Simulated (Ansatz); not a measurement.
System: Al, space group Fm-3m (No. 225).

Starting cell:
```
CELL_PARAMETERS angstrom
0.00000 2.02398 2.02398
2.02398 0.00000 2.02398
2.02398 2.02398 0.00000
ATOMIC_POSITIONS crystal
Al 0.00000 0.00000 0.00000
```

Method: biaxial strain in the xy plane and strain along z of a crystal, fractional coordinates fixed, by plane-wave density functional theory with PAW datasets, free energies less that of the undisturbed cell, pressure positive in compression (Ansatz 0.2.0). Level: r2SCAN, no spin polarisation.

- wave cutoff: 500 eV
- k mesh: 20×20×20
- occupations: Gaussian
- smearing width: 0.15 eV
- k shift: (0, 0, 0) (mesh steps)
- start: as given

What does the calculation give for the map of the energy change and pressure over strain zz and strain xx = yy? The grid: strain zz −0.08, −0.04, 0, 0.04, 0.08 ; strain xx = yy −0.08, −0.04, 0, 0.04, 0.08.

At the origin a neighbouring grid point lies 4 meV/atom lower, so the given structure isn't at the minimum of this landscape. The energy change is least, −4 meV/atom, at strain zz of −0.04 and strain xx = yy of 0, and largest, 257 meV/atom, at strain zz of 0.08 and strain xx = yy of 0.08. Near the origin the softest direction lies along strain zz, turned by about 23° so that strain xx = yy takes the opposite sign; the curvature across the valley is 6.6 times that along it. The pressure is least, −12.89 GPa, at strain zz of 0.08 and strain xx = yy of 0.08, and largest, 30.38 GPa, at strain zz of −0.08 and strain xx = yy of −0.08.

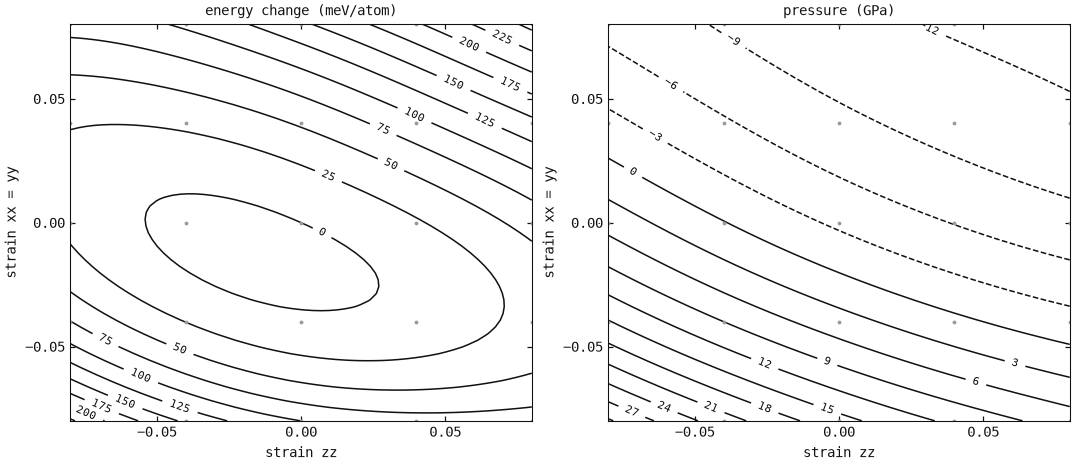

Keep in mind: reference crystal is not relaxed.
